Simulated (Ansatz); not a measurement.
**PbS: a changed input and its effect**

System: PbS (4 atoms in the cell).
Method of run 1: DFT, r2SCAN, plane waves, PAW, no spin polarisation (Ansatz 0.2.0).

The structure derives from a Materials Project entry. The geometry comes from this level: r2scan-rvv10 (a point of a series of strains). Text and figures count atoms from 1; the logs count them from 0 in places.

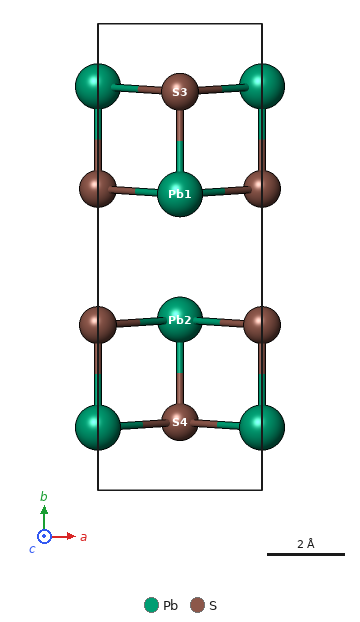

**Figure 1.** The structure (ball-and-stick view of the cell 2 times as large as that of the calculation, set on its symmetry axes, along the c axis; atoms are numbered from 1 in the order of the input). An atom can appear more than once, as a periodic image.

**Input file, run 1**
```yaml
crystal:
  lattice:
    - [2.1349477321, -6.0717656911, 0.0]
    - [2.1349477321, 6.0717656911, 0.0]
    - [0.0, 0.0, 4.4074276295]
  atoms:
    - { symbol: Pb, position: [0.8655804799, 0.1344195201, 0.75] }
    - { symbol: Pb, position: [0.1344195201, 0.8655804799, 0.25] }
    - { symbol: S, position: [0.6459664674, 0.3540335326, 0.75] }
    - { symbol: S, position: [0.3540335326, 0.6459664674, 0.25] }
kpoints:
  mp_grid: { grid: [6, 6, 6] }
  band_path:
    path:
      - [0.0, 0.0, 0.0]
      - [-0.5, 0.5, 0.0]
      - [-0.2809089673, 0.7190910327, 0.0]
      - [0.2809089673, 0.2809089673, 0.0]
      - [0.0, 0.0, 0.5]
      - [0.2809089673, 0.2809089673, 0.5]
      - [-0.2809089673, 0.7190910327, 0.5]
      - [-0.5, 0.5, 0.5]
      - [0.0, 0.5, 0.0]
      - [-0.5, 0.5, 0.35]
      - [-0.5, 0.5, 0.380208]
      - [0.205729, 0.208333, 0.0]
    npoints: 1
hamiltonian:
  xc: r2scan
scf:
  occupations: { method: fixed }
  n_extra_bands: 5
output:
  forces: true
  stress: true
  eigenvalues: true
```

Launched with:
```bash
ansatz run input.yaml --threads 4 --pin off --max-ram 4608MiB --backend cpu --events-out ev --progress --plain --runs-dir out
```

Hardware: 4 threads of Arm Neoverse V1, 24 GiB of memory available, shared host.

**Output, shortened to warnings, some set-up lines, iterations and results (run 1)**
```
Basis set: ecut = 500 eV, 2885 PW (Γ), exchange–correlation on 192×192×144 points (64 copies of the dense FFT grid, shifted against one another)
Symmetry: 8 space group operations
k-points: 52 of 216
Initial density: superposition of atomic densities (neutral atoms: chi_scale 0, normalization atom), corrected by the library's trained network
[...]
SCF iter   1: F=—  HF=-25655.841686 eV  |F-HF|=—  |Δ(HF+E_count)|=         —  Δρ=5.95e-3  dr2=2.62e-2  dr2_τ=1.02e-2  ethr=1.77e-3  ⟨swp⟩=4.8  Hψ=5382  notcnv=0  defer=144
SCF iter   2: F=—  HF=-25655.850679 eV  |F-HF|=—  |Δ(HF+E_count)|=   8.99e-3  Δρ=2.72e-3  dr2=6.43e-3  dr2_τ=2.12e-4  ethr=6.56e-5  ⟨swp⟩=2.1  Hψ=2863  notcnv=0  defer=152
SCF iter   3: F=—  HF=-25655.850615 eV  |F-HF|=—  |Δ(HF+E_count)|=   6.36e-5  Δρ=6.78e-4  dr2=3.65e-4  dr2_τ=2.62e-5  ethr=1.61e-5  ⟨swp⟩=3.0  Hψ=2394  notcnv=0  defer=156
SCF iter   4: F=—  HF=-25655.850726 eV  |F-HF|=—  |Δ(HF+E_count)|=   1.11e-4  Δρ=1.65e-4  dr2=4.29e-5  dr2_τ=5.01e-6  ethr=9.12e-7  ⟨swp⟩=2.3  Hψ=1902  notcnv=0  defer=148
SCF iter   5: F=—  HF=-25655.850731 eV  |F-HF|=—  |Δ(HF+E_count)|=   5.45e-6  Δρ=4.13e-5  dr2=1.20e-6  dr2_τ=6.78e-8  ethr=1.07e-7  ⟨swp⟩=2.0  Hψ=1666  notcnv=0  defer=103
SCF iter   6: F=-25655.850733 eV  HF=-25655.850733 eV  |F-HF|=4.50e-8  |Δ(HF+E_count)|=   1.38e-6  Δρ=8.17e-6  dr2=9.03e-8  dr2_τ=8.44e-9  ethr=2.50e-10  ⟨swp⟩=11.7  Hψ=9019  …
SCF 1 converged in 6 iterations: F = -25655.850733 eV  dr2 = 9.03e-8
NSCF: frozen V_eff on 12 k-points
SCF converged after 6 iterations
Free energy (F): -25655.850733 eV
Harris-Foulkes:  -25655.850733 eV  (|F-HF|=4.50e-8)
Internal energy: -25655.850733 eV  (E = F + TS)
E sigma→0 (E₀):  -25655.850733 eV
Fermi energy:    6.260056 eV
--- Per-component energies (eV) ---
  E_band       = -179.958068
  E_kinetic    = 783.012419
  E_local      = -2652.299198  (includes V_loc(G=0)·N_el)
  E_nonlocal   = 758.280320
  E_hartree    = 1034.433221
  E_xc         = -599.082037
  E_vxc        = -477.316434  (∫ρ·V_xc dr)
  E_paw        = -22082.674555  (= ΣΔE_a)
  E_vpaw       = -690.393823  (= ΣTr[D̂ρ^β])
  E_aug_tail   = 0.000040  (compensation charges beyond the density's cutoff)
  E_vtau       = 29.902060  (kinetic-family band-sum trace: ∫τ·v_τ [+ j·A + Jᵃ·Aᵃ] dr)
  E_ewald      = -2899.232413
  E_core_change = 1.711471  (= ΣΔE_core)
  E_smearing   = -0.000000  (= −TS)
  E_closure    = 0.000000  (closes the sum)
  Σ components = -25655.850733   (vs F -25655.850733, Δ=0.00e0)
--- Forces (eV/Å), atoms counted from 1 ---
  atom   1  Pb     0.00000000     0.02410930     0.00000000
  atom   2  Pb    -0.00000000    -0.02410930    -0.00000000
  atom   3  S     -0.00000000    -0.01810074    -0.00000000
  atom   4  S      0.00000000     0.01810074     0.00000000
  max |Σ_I F_I| component: 2.78e-17 eV/Å
--- Stress (GPa, compression-positive) ---
       -3.131508      -0.000000       0.000000
       -0.000000      -0.847573      -0.000000
        0.000000      -0.000000      -3.402280
  P = ⅓ Tr σ = -2.4605 GPa (-24.605 kbar)
```

For run 2 the input was changed thus:
```diff
-  xc: r2scan
+  xc: pbe
-  occupations: { method: fixed }
+  occupations: { method: fermi_dirac, width: 0.02 }
```

Predict how the results change.

The total energies belong to different methods, so their difference says nothing on which is more stable or more accurate. The gap on the mesh goes from 1.84 to 1.55 eV. The pressure goes from −2.46 to −1.31 GPa. The largest force goes from 0.024 to 0.128 eV/Å. The functional changes from r2SCAN to PBE. The SCF takes 7 iterations against 6. The default cutoff goes from 500 to 420 eV with the change. The plane waves at Γ go from 2885 to 2229. On the same kind of shared host run 2 took about 0.54 times as long.

**Output, shortened to warnings, some set-up lines, iterations and results (run 2)**
```
Basis set: ecut = 420 eV, 2229 PW (Γ), exchange–correlation on 90×90×60 points (8 copies of the dense FFT grid, shifted against one another)
Symmetry: 8 space group operations
k-points: 52 of 216
Initial density: superposition of atomic densities (neutral atoms: chi_scale 0, normalization atom), corrected by the library's trained network
[...]
SCF iter   1: F=—  HF=-25618.952386 eV  |F-HF|=—  |Δ(HF+E_count)|=         —  Δρ=9.36e-4  dr2=1.10e-3  ethr=1.77e-3  ⟨swp⟩=7.7  Hψ=6641  notcnv=0
SCF iter   2: F=—  HF=-25618.950346 eV  |F-HF|=—  |Δ(HF+E_count)|=   2.04e-3  Δρ=5.65e-4  dr2=4.31e-4  ethr=2.74e-6  ⟨swp⟩=2.2  Hψ=2904  notcnv=0  defer=9
SCF iter   3: F=—  HF=-25618.950520 eV  |F-HF|=—  |Δ(HF+E_count)|=   1.75e-4  Δρ=2.17e-4  dr2=5.37e-5  ethr=1.08e-6  ⟨swp⟩=2.0  Hψ=2288  notcnv=0  defer=9
SCF iter   4: F=—  HF=-25618.950506 eV  |F-HF|=—  |Δ(HF+E_count)|=   1.42e-5  Δρ=9.52e-5  dr2=1.01e-5  ethr=1.34e-7  ⟨swp⟩=2.5  Hψ=2338  notcnv=0  defer=9
SCF iter   5: F=—  HF=-25618.950509 eV  |F-HF|=—  |Δ(HF+E_count)|=   2.55e-6  Δρ=2.14e-5  dr2=6.41e-7  ethr=2.54e-8  ⟨swp⟩=2.4  Hψ=2283  notcnv=0  defer=9
SCF iter   6: F=—  HF=-25618.950509 eV  |F-HF|=—  |Δ(HF+E_count)|=   2.94e-7  Δρ=1.02e-5  dr2=1.13e-7  ethr=2.50e-10  ⟨swp⟩=8.9  Hψ=7075  notcnv=0
SCF iter   7: F=-25618.950509 eV  HF=-25618.950509 eV  |F-HF|=5.65e-9  |Δ(HF+E_count)|=   2.06e-8  Δρ=2.43e-6  dr2=9.67e-9  ethr=2.50e-10  ⟨swp⟩=4.2  Hψ=4403  notcnv=0
SCF 1 converged in 7 iterations: F = -25618.950509 eV  dr2 = 9.67e-9
NSCF: frozen V_eff on 12 k-points
SCF converged after 7 iterations
Free energy (F): -25618.950509 eV
Harris-Foulkes:  -25618.950509 eV  (|F-HF|=5.65e-9)
Internal energy: -25618.950509 eV  (E = F + TS)
E sigma→0 (E₀):  -25618.950509 eV
Fermi energy:    7.240495 eV
--- Per-component energies (eV) ---
  E_band       = -156.530663
  E_kinetic    = 784.564991
  E_local      = -2649.652349  (includes V_loc(G=0)·N_el)
  E_nonlocal   = 757.039086
  E_hartree    = 1031.587057
  E_xc         = -634.832304
  E_vxc        = -438.105588  (∫ρ·V_xc dr)
  E_paw        = -22008.424678  (= ΣΔE_a)
  E_vpaw       = -673.552486  (= ΣTr[D̂ρ^β])
  E_aug_tail   = 0.000101  (compensation charges beyond the density's cutoff)
  E_ewald      = -2899.232413
  E_smearing   = -0.000000  (= −TS)
  E_closure    = -0.000000  (closes the sum)
  Σ components = -25618.950509   (vs F -25618.950509, Δ=0.00e0)
--- Forces (eV/Å), atoms counted from 1 ---
  atom   1  Pb     0.00000000    -0.06573255     0.00000000
  atom   2  Pb    -0.00000000     0.06573255    -0.00000000
  atom   3  S     -0.00000000     0.12801102    -0.00000000
  atom   4  S      0.00000000    -0.12801102     0.00000000
  max |Σ_I F_I| component: 2.78e-17 eV/Å
--- Stress (GPa, compression-positive) ---
       -2.177471      -0.000000       0.000000
       -0.000000       0.678600      -0.000000
        0.000000      -0.000000      -2.443031
  P = ⅓ Tr σ = -1.3140 GPa (-13.140 kbar)
```

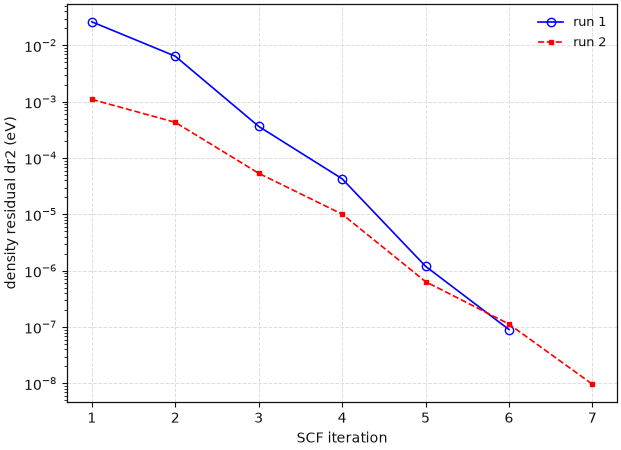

**Figure 2.** Convergence of the two runs: density residual dr2 against the SCF iteration. Run 1 takes 6 iterations in all, and run 2 takes 7.

**The two runs side by side**

| quantity | run 1 | run 2 |
| --- | --- | --- |
| outcome | converged | converged |
| free energy per atom (eV) | −6413.9627 | −6404.7376 |
| gap on the mesh (eV) | 1.84 | 1.55 |
| pressure (GPa) | −2.46 | −1.31 |
| largest force (eV/Å) | 0.024 | 0.128 |
| SCF iterations | 6 | 7 |
| irreducible k-points | 52 | 52 |
| plane waves at Γ | 2885 | 2229 |
| wall time (shared host) | 6.5 s | 3.5 s |

For both runs: Spin–orbit coupling is left out, which matters for Pb.
